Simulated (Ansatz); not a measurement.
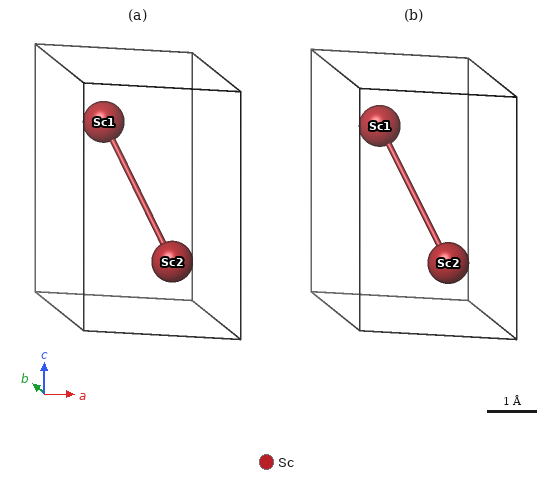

The structure of solid Sc (built on the hcp type) (coarse preliminary run) before (left) and after (right) a relaxation, at one scale.

Style: ball-and-stick. Shown: the cell of the calculation, slightly off an axis.

The calculation used Ansatz 0.2.0, DFT PBE, scalar-relativistic, plane waves, PAW. Set-up: plane-wave cutoff 420 eV; k-point mesh 8 × 8 × 4; occupations gaussian; smearing width 0.05 eV; no spin polarisation; cell and atoms relaxed; force threshold 0.03 eV/Å; at most 60 steps.

Summarise the run.

Answer. The atoms keep their places relative to the cell (all moves are under 0.005 Å). The volume changes by −2.1 %, with a = b 3.310 → 3.312 Å (+0.1 %), c 5.276 → 5.161 Å (−2.2 %). Near-neighbour distances that change, for instance: Sc1–Sc2 3.258 → 3.212 Å. The space group stays P6_3/mmc (No. 194). After 1 accepted move (2 points after the start) the energy has fallen by 3.6 meV per atom. All forces vanish by symmetry, so only the cell relaxes. Pressure: −0.90 GPa at the start and 0.18 GPa at the end. The SCF was repeated once at an unchanged geometry on a basis and grid sized afresh for the cell, which shifted the energy by 0.1 meV per atom at most.
